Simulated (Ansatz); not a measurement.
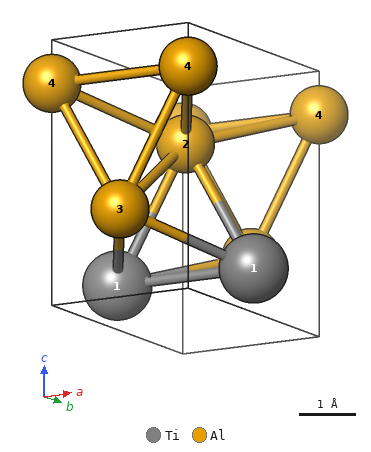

Solid TiAl3 (set up in Pmm2), before the relaxation. A ball-and-stick model of the cell of the calculation, seen from a free direction.

Method: DFT r2SCAN, scalar-relativistic, plane waves, PAW (Ansatz 0.2.0).

Input
```yaml
crystal:
  lattice:
    - [2.839677, 0.0, 0.0]
    - [0.0, 4.681264, 0.0]
    - [0.0, 0.0, 4.900742]
  atoms:
    - { symbol: Ti, position: [0.0, 0.5, 0.165916] }
    - { symbol: Al, position: [0.5, 0.5, 0.667271] }
    - { symbol: Al, position: [0.5, 0.0, 0.330912] }
    - { symbol: Al, position: [0.0, 0.0, 0.8359] }
basis:
  ecutwfc: 500
kpoints:
  mp_grid: { grid: [14, 10, 10] }
hamiltonian:
  xc: r2scan
scf:
  occupations: { method: gaussian, width: 0.1 }
output:
  forces: true
  stress: true
  eigenvalues: true
relax:
  adjacent_minimum: "off"
  f_tol: 0.005
  max_steps: 80
  cell: { stress_tol: 0.05 }
```

Run as
```bash
ansatz run input.yaml --threads 2 --pin off --max-ram 5120MiB --backend cpu --events-out ev --progress --plain --runs-dir out
```

**Where does the relaxation end?**

Over 3 accepted moves (4 points after the start) the energy falls by 4.0 meV per atom. The largest force component goes from 0.04 to 0.0039 eV/Å. The pressure goes from −2.17 to −0.01 GPa. At 1 point the geometry stayed and the basis and grid were re-selected for the new cell (energy shift of 0.1 meV per atom at most each time). The atom that moves furthest relative to the cell is Al2 (0.017 Å along −c). By element the largest moves are Al 0.017 Å, Ti 0.011 Å. Cell: a 2.840 → 2.785 Å (−1.9 %), b 4.681 → 4.675 Å (−0.1 %), c 4.901 → 4.902 Å (0.0 %). Volume −2.0 %. Some distances before and after: Al2–Al2 2.840 → 2.785 Å, Ti1–Ti1 2.840 → 2.785 Å, Al2–Al3 2.863 → 2.843 Å, Ti1–Al2 2.838 → 2.820 Å. The space group stays Pmm2 (No. 25).

After the run, drawn alike:

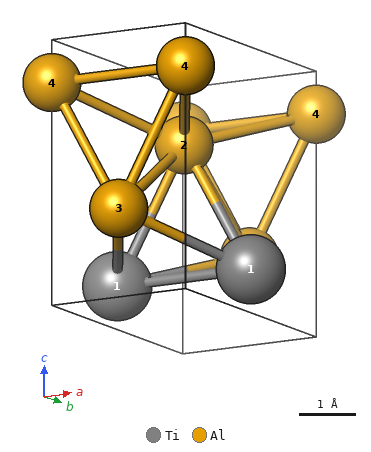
